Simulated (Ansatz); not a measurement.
# MnS: single-point calculation (part 4 of 4)

Continued. System: MnS (8 atoms in the cell). Method: DFT PBE+U, scalar-relativistic, plane waves, PAW, Ueff = 5 eV on Mn atom 1 d; Ueff = 5 eV on Mn atom 2 d; Ueff = 5 eV on Mn atom 5 d; Ueff = 5 eV on Mn atom 6 d (Ansatz 0.2.0); cutoff 420 eV, 6×6×3 k-mesh, Gaussian smearing of 0.05 eV, collinear spins. The structure derives from a Materials Project entry. The run did not end well. It belongs to a series of runs on one base structure; here: random orbitals: pairs, low filling.

**What the program printed, continued**
```
SCF iter 110: F=—  HF=-19218.498155 eV  |F-HF|=—  |Δ(HF+E_count)|=   4.86e-2  Δρ=7.18e-4 (↑7.18e-4 ↓7.18e-4)  dr2=1.63e-3  dr2_m=1.67e-4  M=0.000 μB ∫|m|=7.371 μB  ethr=1.12e-10  ⟨swp⟩=8.2  Hψ=21847  notcnv=0
SCF iter 111: F=—  HF=-19218.498181 eV  |F-HF|=—  |Δ(HF+E_count)|=   2.61e-5  Δρ=3.14e-4 (↑3.14e-4 ↓3.14e-4)  dr2=6.05e-4  dr2_m=2.68e-5  M=0.000 μB ∫|m|=7.375 μB  ethr=1.12e-10  ⟨swp⟩=5.2  Hψ=17830  notcnv=0
SCF iter 112: F=—  HF=-19218.501715 eV  |F-HF|=—  |Δ(HF+E_count)|=   3.53e-3  Δρ=2.16e-4 (↑2.16e-4 ↓2.16e-4)  dr2=1.15e-4  dr2_m=4.75e-5  M=0.000 μB ∫|m|=7.381 μB  ethr=1.12e-10  ⟨swp⟩=6.1  Hψ=18190  notcnv=0
SCF iter 113: F=—  HF=-19218.510832 eV  |F-HF|=—  |Δ(HF+E_count)|=   9.12e-3  Δρ=4.59e-4 (↑4.59e-4 ↓4.59e-4)  dr2=7.27e-4  dr2_m=2.39e-5  M=0.000 μB ∫|m|=7.417 μB  ethr=1.12e-10  ⟨swp⟩=7.8  Hψ=18648  notcnv=0
```

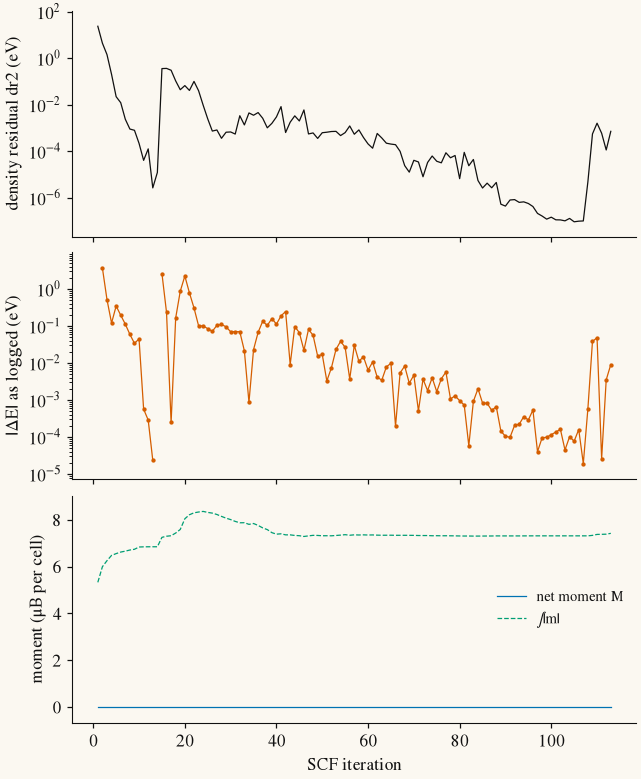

Convergence of the self-consistent field: density residual dr2, size of the energy change and magnetic moment against the SCF iteration. The run ended after 113 iterations. The net moment stays at 0.0 μB per cell.

```
Error: SIGTERM received: cancelled by the caller after 113 completed SCF iterations
```

The run was set up as follows.

**Input**
```yaml
crystal:
  lattice:
    - [3.95357758, 0.0, 0.0]
    - [-3.95357758, 6.84779724, 0.0]
    - [0.0, 0.0, 6.34252991]
  atoms:
    - { symbol: Mn, position: [0.33333333, 0.333333335, 0.99884467], spin: 1.0 }
    - { symbol: Mn, position: [0.66666667, 0.166666665, 0.49886144], spin: 1.0 }
    - { symbol: S, position: [0.66666667, 0.166666665, 0.1261543] }
    - { symbol: S, position: [0.33333333, 0.333333335, 0.6261406] }
    - { symbol: Mn, position: [0.33333333, 0.833333335, 0.99884467], spin: -1.0 }
    - { symbol: Mn, position: [0.66666667, 0.666666665, 0.49886144], spin: -1.0 }
    - { symbol: S, position: [0.66666667, 0.666666665, 0.1261543] }
    - { symbol: S, position: [0.33333333, 0.833333335, 0.6261406] }
basis:
  ecutwfc: 420
  ecutrho_ratio: 4
kpoints:
  mp_grid: { grid: [6, 6, 3] }
hamiltonian:
  xc: pbe
  hubbard:
    sites:
      - { site: 0, l: d, u_eff: 5.0, starting_ns: [{ spin: up, occupation_matrix: s0up }, { spin: down, occupation_matrix: s0down }] }
      - { site: 1, l: d, u_eff: 5.0, starting_ns: [{ spin: up, occupation_matrix: s1up }, { spin: down, occupation_matrix: s1down }] }
      - { site: 4, l: d, u_eff: 5.0, starting_ns: [{ spin: up, occupation_matrix: s4up }, { spin: down, occupation_matrix: s4down }] }
      - { site: 5, l: d, u_eff: 5.0, starting_ns: [{ spin: up, occupation_matrix: s5up }, { spin: down, occupation_matrix: s5down }] }
    double_counting: amf
    occupation_matrices:
      s0up:
        matrix:
          - [0.73413, 0.0, 0.0, -0.41042, 0.0]
          - [0.0, 0.97, 0.0, 0.0, 0.0]
          - [0.0, 0.0, 0.495, 0.0, -0.475]
          - [-0.41042, 0.0, 0.0, 0.25587, 0.0]
          - [0.0, 0.0, -0.475, 0.0, 0.495]
      s0down:
        matrix:
          - [0.495, 0.0, 0.0, 0.0, 0.475]
          - [0.0, 0.495, -0.475, 0.0, 0.0]
          - [0.0, -0.475, 0.495, 0.0, 0.0]
          - [0.0, 0.0, 0.0, 0.02, 0.0]
          - [0.475, 0.0, 0.0, 0.0, 0.495]
      s1up:
        matrix:
          - [0.73413, 0.0, 0.0, -0.41042, 0.0]
          - [0.0, 0.97, 0.0, 0.0, 0.0]
          - [0.0, 0.0, 0.495, 0.0, -0.475]
          - [-0.41042, 0.0, 0.0, 0.25587, 0.0]
          - [0.0, 0.0, -0.475, 0.0, 0.495]
      s1down:
        matrix:
          - [0.495, 0.0, 0.0, 0.0, 0.475]
          - [0.0, 0.495, -0.475, 0.0, 0.0]
          - [0.0, -0.475, 0.495, 0.0, 0.0]
          - [0.0, 0.0, 0.0, 0.02, 0.0]
          - [0.475, 0.0, 0.0, 0.0, 0.495]
      s4up:
        matrix:
          - [0.495, 0.0, 0.0, 0.0, 0.475]
          - [0.0, 0.495, -0.475, 0.0, 0.0]
          - [0.0, -0.475, 0.495, 0.0, 0.0]
          - [0.0, 0.0, 0.0, 0.02, 0.0]
          - [0.475, 0.0, 0.0, 0.0, 0.495]
      s4down:
        matrix:
          - [0.73413, 0.0, 0.0, -0.41042, 0.0]
          - [0.0, 0.97, 0.0, 0.0, 0.0]
          - [0.0, 0.0, 0.495, 0.0, -0.475]
          - [-0.41042, 0.0, 0.0, 0.25587, 0.0]
          - [0.0, 0.0, -0.475, 0.0, 0.495]
      s5up:
        matrix:
          - [0.495, 0.0, 0.0, 0.0, 0.475]
          - [0.0, 0.495, -0.475, 0.0, 0.0]
          - [0.0, -0.475, 0.495, 0.0, 0.0]
          - [0.0, 0.0, 0.0, 0.02, 0.0]
          - [0.475, 0.0, 0.0, 0.0, 0.495]
      s5down:
        matrix:
          - [0.73413, 0.0, 0.0, -0.41042, 0.0]
          - [0.0, 0.97, 0.0, 0.0, 0.0]
          - [0.0, 0.0, 0.495, 0.0, -0.475]
          - [-0.41042, 0.0, 0.0, 0.25587, 0.0]
          - [0.0, 0.0, -0.475, 0.0, 0.495]
    ns_hold: { iters: 12 }
scf:
  occupations: { method: gaussian, width: 0.05 }
  lower_state_search: "off"
  max_iter: 150
output:
  forces: true
  stress: true
  eigenvalues: true
  populations: true
  hubbard:
    sites:
      - { site: 0, l: d }
      - { site: 1, l: d }
      - { site: 4, l: d }
      - { site: 5, l: d }
magnetization:
  spin_polarized: true
```

Launch command:
```bash
ansatz run input.yaml --threads 4 --pin off --max-ram 6144MiB --backend cpu --events-out ev --progress --plain --runs-dir out
```

**Outcome**

| quantity | value |
| --- | --- |
| outcome | stopped at the time limit |
| space group (tolerance 0.01 Å) | P6₃mc (186) |
| hardware | 4 threads of Arm Neoverse V1, 24 GiB of memory available, shared host |
| wall time | 6.3 min (CPU time 25 min) |
| peak memory | 1.7 GiB |

**Diagnosis**

The run was cut off by its time limit, so the output is incomplete. Warnings of the run: the structure was made exactly symmetric; the occupation matrices lower the symmetry.
